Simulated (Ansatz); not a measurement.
**What a change does: single-point calculation on NiGe$_{3}$**

System: NiGe$_{3}$ (Pm-3m, 4 atoms in the cell).
Method of run 1: DFT r2SCAN, scalar-relativistic, plane waves, PAW, spin-polarised (Ansatz 0.2.0).

The structure was built on a prototype by a generator; it need not be a known phase. Text and figures count atoms from 1; the logs count them from 0 in places.

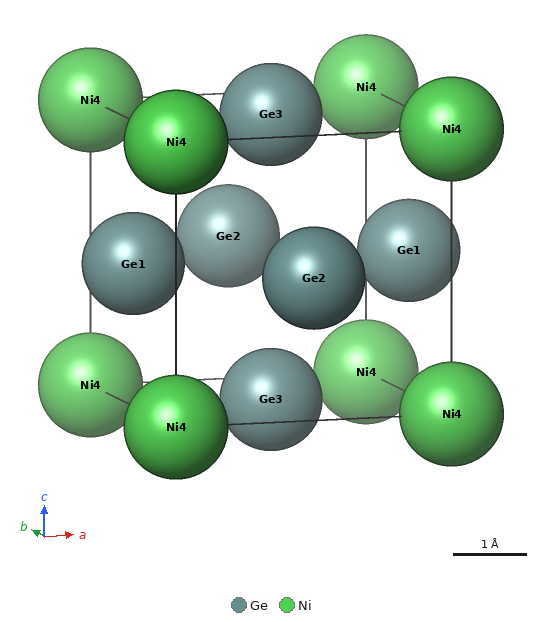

Figure 1. The input geometry (spheres-only view of the cell of the calculation, seen slightly off an axis; atoms are numbered from 1 in the order of the input). An atom can appear more than once, as a periodic image.

Input, run 1:
```yaml
crystal:
  lattice:
    - [3.9634904449, 0.0, 0.0]
    - [0.0, 3.9634904449, 0.0]
    - [0.0, 0.0, 3.9634904449]
  atoms:
    - { symbol: Ge, position: [0.0, 0.5, 0.5] }
    - { symbol: Ge, position: [0.5, 0.0, 0.5] }
    - { symbol: Ge, position: [0.5, 0.5, 0.0] }
    - { symbol: Ni, position: [0.0, 0.0, 0.0], spin: 2.5 }
basis:
  ecutwfc: 500
kpoints:
  mp_grid: { grid: [10, 10, 10] }
hamiltonian:
  xc: r2scan
scf:
  occupations: { method: gaussian, width: 0.1 }
  lower_state_search: "off"
output:
  forces: true
  stress: true
  eigenvalues: true
  populations: true
magnetization:
  spin_polarized: true
```

Launched with:
```bash
ansatz run input.yaml --threads 1 --pin off --max-ram 2560MiB --backend cpu --events-out ev --progress --plain --runs-dir out
```

Hardware: 1 thread of Arm Neoverse V2, 24 GiB of memory available, shared host.

Output, shortened to warnings, some set-up lines, iterations and results (run 1):
```
WARN: the starting moments were not kept: the SCF closed with an absolute magnetisation of 1.6e-5 μB, where they sum to 2.5 μB in size (1 site). That is at most 0.1 of that sum. Measured as dr2_m measures the in/out step, that magnetisation stands 4.3e-10 eV from none, at or under the dr2_threshold of 1.0e-7 eV: it is no larger than a step whose dr2_m would equal this threshold. The system may …
Basis set: ecut = 500 eV, 1575 PW (Γ), exchange–correlation on 120×120×120 points (64 copies of the dense FFT grid, shifted against one another)
Symmetry: 48 space group operations
k-points: 56 of 1000
Initial density: superposition of atomic densities (chi_scale 0.1, normalization cell)
[...]
SCF iter   1: F=-18740.895943 eV  HF=-18752.538767 eV  |F-HF|=1.16e1  |Δ(HF+E_count)|=         —  Δρ=2.00e-1 (↑4.05e-2 ↓2.00e-1)  dr2=1.47e1  dr2_τ=8.85e-2  dr2_m=7.95e0  …
SCF iter   2: F=-18751.235520 eV  HF=-18751.806899 eV  |F-HF|=5.71e-1  |Δ(HF+E_count)|=   7.32e-1  Δρ=7.40e-2 (↑7.40e-2 ↓3.69e-2)  dr2=5.31e-1  dr2_τ=1.39e-2  dr2_m=1.65e0  …
SCF iter   3: F=-18750.903708 eV  HF=-18751.932509 eV  |F-HF|=1.03e0  |Δ(HF+E_count)|=   1.26e-1  Δρ=8.03e-2 (↑3.77e-2 ↓8.03e-2)  dr2=1.67e0  dr2_τ=1.19e-2  dr2_m=1.95e0  …
SCF iter   4: F=-18737.528897 eV  HF=-18752.724468 eV  |F-HF|=1.52e1  |Δ(HF+E_count)|=   7.92e-1  Δρ=1.02e-1 (↑8.38e-2 ↓1.02e-1)  dr2=1.79e1  dr2_τ=3.13e-2  dr2_m=6.27e-2  …
SCF iter   5: F=-18751.806957 eV  HF=-18751.790990 eV  |F-HF|=1.60e-2  |Δ(HF+E_count)|=   9.33e-1  Δρ=4.94e-2 (↑4.94e-2 ↓2.41e-2)  dr2=2.98e-1  dr2_τ=1.12e-2  dr2_m=7.66e-1  …
[... 18 lines ...]
SCF iter  24: F=-18752.128644 eV  HF=-18752.128643 eV  |F-HF|=1.63e-7  |Δ(HF+E_count)|=   5.65e-7  Δρ=1.27e-5 (↑1.27e-5 ↓8.72e-6)  dr2=2.37e-7  dr2_τ=2.71e-10  dr2_m=2.40e-9  …
SCF iter  25: F=-18752.128644 eV  HF=-18752.128644 eV  |F-HF|=9.72e-8  |Δ(HF+E_count)|=   2.55e-7  Δρ=4.45e-6 (↑4.45e-6 ↓9.23e-7)  dr2=7.81e-9  dr2_τ=1.70e-11  dr2_m=3.61e-9  …
SCF iter  26: F=-18752.128644 eV  HF=-18752.128644 eV  |F-HF|=1.33e-8  |Δ(HF+E_count)|=   1.09e-7  Δρ=1.76e-6 (↑5.44e-7 ↓1.76e-6)  dr2=9.46e-10  dr2_τ=3.78e-12  …
SCF iter  27: F=-18752.128644 eV  HF=-18752.128644 eV  |F-HF|=1.20e-10  |Δ(HF+E_count)|=   1.74e-8  Δρ=8.03e-7 (↑5.93e-7 ↓8.03e-7)  dr2=9.11e-10  dr2_τ=6.99e-13  …
SCF 1 converged in 27 iterations: F = -18752.128644 eV  dr2 = 9.11e-10
this state was not tested for a lower state beside it, because the mixer in use, unlike msr1, does not test its closes by its own steps (another_mixer; see scf.mixing.algorithm and scf.lower_state_search)
SCF converged after 27 iterations
Magnetization: 0.0000 μB (30.0000 up, 30.0000 down)
Absolute magnetization: 0.0000 μB (∫|ρ↑−ρ↓|, with the PAW one-centre terms)
Spin contamination: 0.0000 ħ² per cell (⟨S²⟩ above its minimum at these occupations)
Per-site moments (μB) at R_I (Å): [(-4.874027026188717e-7, 1.1560770254372115), (-4.874027023378295e-7, 1.1560770254372115), (-4.87402702519382e-7, 1.1560770254372115), (1.0855864083879664e-5, 1.1560770254372115)]
Free energy (F): -18752.128644 eV
Harris-Foulkes:  -18752.128644 eV  (|F-HF|=1.20e-10)
Internal energy: -18752.120967 eV  (E = F + TS)
E sigma→0 (E₀):  -18752.124806 eV
Entropy (-TS):   -0.007676 eV (-1.919 meV/atom)
Fermi energy:    13.614905 eV
--- Per-component energies (eV) ---
  E_band       = -647.755970
  E_kinetic    = 618.055292
  E_local      = -10054.895095  (includes V_loc(G=0)·N_el)
  E_nonlocal   = 1904.476875
  E_hartree    = 4362.740936
  E_xc         = -285.794382
  E_vxc        = -320.973213  (∫ρ·V_xc dr)
  E_paw        = -7748.286957  (= ΣΔE_a)
  E_vpaw       = -1540.394385  (= ΣTr[D̂ρ^β])
  E_aug_tail   = 0.000267  (compensation charges beyond the density's cutoff)
  E_vtau       = 20.494867  (kinetic-family band-sum trace: ∫τ·v_τ [+ j·A + Jᵃ·Aᵃ] dr)
  E_ewald      = -7544.860536
  E_core_change = -3.557366  (= ΣΔE_core)
  E_smearing   = -0.007676  (= −TS)
  E_closure    = 0.000000  (closes the sum)
  Σ components = -18752.128644   (vs F -18752.128644, Δ=0.00e0)
--- Forces (eV/Å), atoms counted from 1 ---
  atom   1  Ge     0.00000000     0.00000000     0.00000000
  atom   2  Ge     0.00000000    -0.00000000     0.00000000
  atom   3  Ge     0.00000000    -0.00000000     0.00000000
  atom   4  Ni     0.00000000     0.00000000     0.00000000
  max |Σ_I F_I| component: 4.54e-29 eV/Å
--- Stress (GPa, compression-positive) ---
        1.575180      -0.000000       0.000000
        0.000000       1.575180      -0.000000
        0.000000       0.000000       1.575180
  P = ⅓ Tr σ = 1.5752 GPa (15.752 kbar)
--- Löwdin populations: 4 sites ---
  site symbol       q [e]    m [muB]
     0     Ge     14.0903    -0.0000
     1     Ge     14.0903    -0.0000
     2     Ge     14.0903    -0.0000
     3     Ni     17.4818     0.0000
  spilling = 0.004123 (of n_electrons = 60.000000)
```

For run 2 the input was changed thus:
```diff
-    - { symbol: Ni, position: [0.0, 0.0, 0.0], spin: 2.5 }
+    - { symbol: Ni, position: [0.0, 0.0, 0.0] }
-  populations: true
-magnetization:
-  spin_polarized: true
```

What does this change do to the results?

The energy is the same within 0.01 meV per atom. The SCF takes 10 iterations against 27. On the same kind of shared host run 2 took about 0.21 times as long. The two runs start from different initial densities, which also moves the count.

Output, shortened to warnings, some set-up lines, iterations and results (run 2):
```
Basis set: ecut = 500 eV, 1575 PW (Γ), exchange–correlation on 120×120×120 points (64 copies of the dense FFT grid, shifted against one another)
Symmetry: 48 space group operations
k-points: 56 of 1000
Initial density: superposition of atomic densities (neutral atoms: chi_scale 0, normalization atom), corrected by the library's trained network
[...]
SCF iter   1: F=-18751.433410 eV  HF=-18752.084506 eV  |F-HF|=6.51e-1  |Δ(HF+E_count)|=         —  Δρ=4.25e-2  dr2=8.77e-1  dr2_τ=5.37e-2  ethr=1.77e-3  ⟨swp⟩=5.3  Hψ=7138  …
SCF iter   2: F=-18749.949976 eV  HF=-18752.308034 eV  |F-HF|=2.36e0  |Δ(HF+E_count)|=   2.24e-1  Δρ=7.03e-2  dr2=2.28e0  dr2_τ=9.33e-3  ethr=1.46e-3  ⟨swp⟩=2.3  Hψ=4385  …
SCF iter   3: F=-18752.039550 eV  HF=-18752.136168 eV  |F-HF|=9.66e-2  |Δ(HF+E_count)|=   1.72e-1  Δρ=1.63e-2  dr2=1.27e-1  dr2_τ=7.64e-4  ethr=1.46e-3  ⟨swp⟩=2.1  Hψ=3013  …
SCF iter   4: F=-18752.123442 eV  HF=-18752.127385 eV  |F-HF|=3.94e-3  |Δ(HF+E_count)|=   8.78e-3  Δρ=3.92e-3  dr2=6.21e-3  dr2_τ=5.30e-5  ethr=2.12e-4  ⟨swp⟩=2.0  Hψ=2802  …
SCF iter   5: F=-18752.127876 eV  HF=-18752.127885 eV  |F-HF|=8.58e-6  |Δ(HF+E_count)|=   5.00e-4  Δρ=1.57e-3  dr2=1.33e-3  dr2_τ=1.01e-5  ethr=1.03e-5  ⟨swp⟩=2.0  Hψ=2589  …
SCF iter   6: F=-18752.127876 eV  HF=-18752.128620 eV  |F-HF|=7.44e-4  |Δ(HF+E_count)|=   7.35e-4  Δρ=1.25e-3  dr2=8.19e-4  dr2_τ=2.87e-6  ethr=2.22e-6  ⟨swp⟩=2.0  Hψ=3429  …
SCF iter   7: F=-18752.128509 eV  HF=-18752.128622 eV  |F-HF|=1.13e-4  |Δ(HF+E_count)|=   2.16e-6  Δρ=6.97e-4  dr2=1.98e-4  dr2_τ=2.51e-7  ethr=1.36e-6  ⟨swp⟩=2.0  Hψ=2512  …
SCF iter   8: F=-18752.128642 eV  HF=-18752.128642 eV  |F-HF|=2.06e-7  |Δ(HF+E_count)|=   1.96e-5  Δρ=9.76e-5  dr2=4.07e-6  dr2_τ=2.24e-8  ethr=3.30e-7  ⟨swp⟩=2.0  Hψ=2532  …
SCF iter   9: F=-18752.128644 eV  HF=-18752.128644 eV  |F-HF|=9.57e-8  |Δ(HF+E_count)|=   2.07e-6  Δρ=1.20e-5  dr2=9.48e-8  dr2_τ=8.04e-10  ethr=1.67e-10  ⟨swp⟩=7.4  Hψ=9596  …
SCF iter  10: F=-18752.128644 eV  HF=-18752.128644 eV  |F-HF|=3.34e-9  |Δ(HF+E_count)|=   1.43e-7  Δρ=3.49e-6  dr2=1.12e-8  dr2_τ=1.75e-10  ethr=1.58e-10  ⟨swp⟩=2.7  Hψ=6552  …
SCF 1 converged in 10 iterations: F = -18752.128644 eV  dr2 = 1.12e-8
SCF converged after 10 iterations
Free energy (F): -18752.128644 eV
Harris-Foulkes:  -18752.128644 eV  (|F-HF|=3.34e-9)
Internal energy: -18752.120967 eV  (E = F + TS)
E sigma→0 (E₀):  -18752.124806 eV
Entropy (-TS):   -0.007676 eV (-1.919 meV/atom)
Fermi energy:    13.614897 eV
--- Per-component energies (eV) ---
  E_band       = -647.758742
  E_kinetic    = 618.055120
  E_local      = -10054.899863  (includes V_loc(G=0)·N_el)
  E_nonlocal   = 1904.477632
  E_hartree    = 4362.745012
  E_xc         = -285.794181
  E_vxc        = -320.972933  (∫ρ·V_xc dr)
  E_paw        = -7748.287054  (= ΣΔE_a)
  E_vpaw       = -1540.397527  (= ΣTr[D̂ρ^β])
  E_aug_tail   = 0.000267  (compensation charges beyond the density's cutoff)
  E_vtau       = 20.494851  (kinetic-family band-sum trace: ∫τ·v_τ [+ j·A + Jᵃ·Aᵃ] dr)
  E_ewald      = -7544.860536
  E_core_change = -3.557366  (= ΣΔE_core)
  E_smearing   = -0.007676  (= −TS)
  E_closure    = 0.000000  (closes the sum)
  Σ components = -18752.128644   (vs F -18752.128644, Δ=0.00e0)
--- Forces (eV/Å), atoms counted from 1 ---
  atom   1  Ge     0.00000000    -0.00000000     0.00000000
  atom   2  Ge     0.00000000    -0.00000000     0.00000000
  atom   3  Ge     0.00000000     0.00000000    -0.00000000
  atom   4  Ni    -0.00000000    -0.00000000     0.00000000
  max |Σ_I F_I| component: 1.30e-28 eV/Å
--- Stress (GPa, compression-positive) ---
        1.575243       0.000000       0.000000
        0.000000       1.575243       0.000000
        0.000000       0.000000       1.575243
  P = ⅓ Tr σ = 1.5752 GPa (15.752 kbar)
```

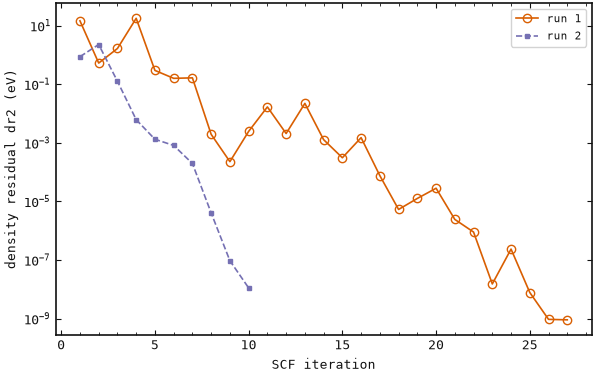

Figure 2. Convergence of the two runs: density residual dr2 against the SCF iteration. Run 1 takes 27 iterations in all, and run 2 takes 10.

The two runs side by side:

| quantity | run 1 | run 2 |
| --- | --- | --- |
| outcome | converged | converged |
| free energy per atom (eV) | −4688.0322 | −4688.0322 |
| energy per atom, smearing taken to zero (eV) | −4688.0312 | −4688.0312 |
| gap on the mesh (eV) | 0.00 | 0.00 |
| net moment of the cell (μB) | 0.00 | – |
| absolute moment of the cell (μB) | 0.00 | – |
| pressure (GPa) | 1.58 | 1.58 |
| largest force (eV/Å) | 0.000 | 0.000 |
| SCF iterations | 27 | 10 |
| irreducible k-points | 56 | 56 |
| plane waves at Γ | 1575 | 1575 |
| wall time (shared host) | 96 s | 20 s |

For run 1: The electronic state found may not be the lowest one. Warnings: some starting moments were not kept; the state was not tested for a lower one. For run 2: The run has no spin polarisation, so a magnetic state may lie lower.
